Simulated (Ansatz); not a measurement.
Input file:

```
crystal:
  lattice:
    - [5.6145890053, 0.0, 0.0]
    - [-2.8072945027, 4.8623767104, 0.0]
    - [0.0, 0.0, 25.8764390892]
  atoms:
    - { symbol: Pt, position: [0.3333333333, 0.1666666667, 0.3284841462] }
    - { symbol: Pt, position: [0.3333333333, 0.6666666667, 0.3284841462] }
    - { symbol: Pt, position: [0.8333333333, 0.1666666667, 0.3284841462] }
    - { symbol: Pt, position: [0.8333333333, 0.6666666667, 0.3284841462] }
    - { symbol: Pt, position: [0.6666666667, 0.3333333333, 0.4170645863] }
    - { symbol: Pt, position: [0.6666666667, 0.8333333333, 0.4170645863] }
    - { symbol: Pt, position: [0.1666666667, 0.3333333333, 0.4170645863] }
    - { symbol: Pt, position: [0.1666666667, 0.8333333333, 0.4170645863] }
    - { symbol: Pt, position: [0.0, 0.5, 0.5045507018] }
    - { symbol: Pt, position: [0.0, 0.0, 0.5045507018] }
    - { symbol: Pt, position: [0.5, 0.5, 0.5045507018] }
    - { symbol: Pt, position: [0.5, 0.0, 0.5045507018] }
    - { symbol: Pt, position: [0.3333333333, 0.6666666667, 0.5934219931] }
    - { symbol: Pt, position: [0.3333333333, 0.1666666667, 0.5934219931] }
    - { symbol: Pt, position: [0.8333333333, 0.6666666667, 0.5934219931] }
    - { symbol: Pt, position: [0.8333333333, 0.1666666667, 0.5934219931] }
    - { symbol: H, position: [0.3333333333, 0.6666666667, 0.6583459184] }
basis:
  ecutwfc: 420
kpoints:
  mp_grid: { grid: [6, 6, 1] }
hamiltonian:
  xc: pbe
scf:
  occupations: { method: gaussian, width: 0.1 }
output:
  forces: true
  eigenvalues: true
  write_density: true
  write_potential: true
  elf: true
  volumetric_format: npy
relax:
  adjacent_minimum: "off"
  f_tol: 0.03
  max_steps: 70
  constraints: [{ sites: [0, 1, 2, 3, 4, 5, 6, 7] }]
efield:
  axis: 3
  dipole_correction: true
```

Command:

```sh
ansatz run input.yaml --threads 4 --pin off --max-ram 10240MiB --backend cpu --events-out ev --progress --plain --runs-dir out
```

The fields are those of the relaxed geometry.

Computed without spin polarisation.

The calculation used DFT PBE, scalar-relativistic, plane waves, PAW (Ansatz 0.2.0).

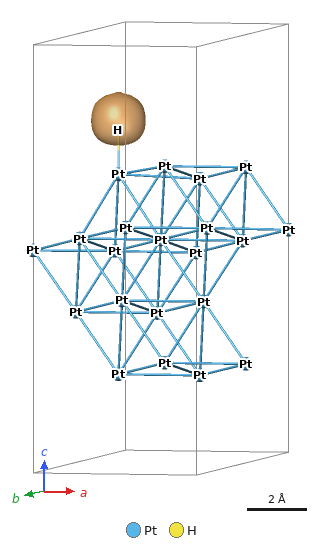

HPt₁₆ (slab). Isosurface of the ELF at 0.55 (orange), seen at an oblique angle. Core shells and regions of very low density are left out. Sticks mark near contacts.

In a PAW calculation such maps are meaningful between the atoms, not at the nuclei.

Q: Identify the bonds, lone pairs and shells in this picture.

A: At this value the surface marks out one region around a hydrogen nucleus, counted in one cell of 17 atoms. Counts are for one cell; the picture repeats the cell along the surface. Along the contacts the grid gives the following. Pt–H (1.55 Å): the ELF climbs to about 1 towards the hydrogen. Pt–Pt (2.78 Å): the ELF is about 0.30 at the midpoint (no shared electron pair shows on this line).
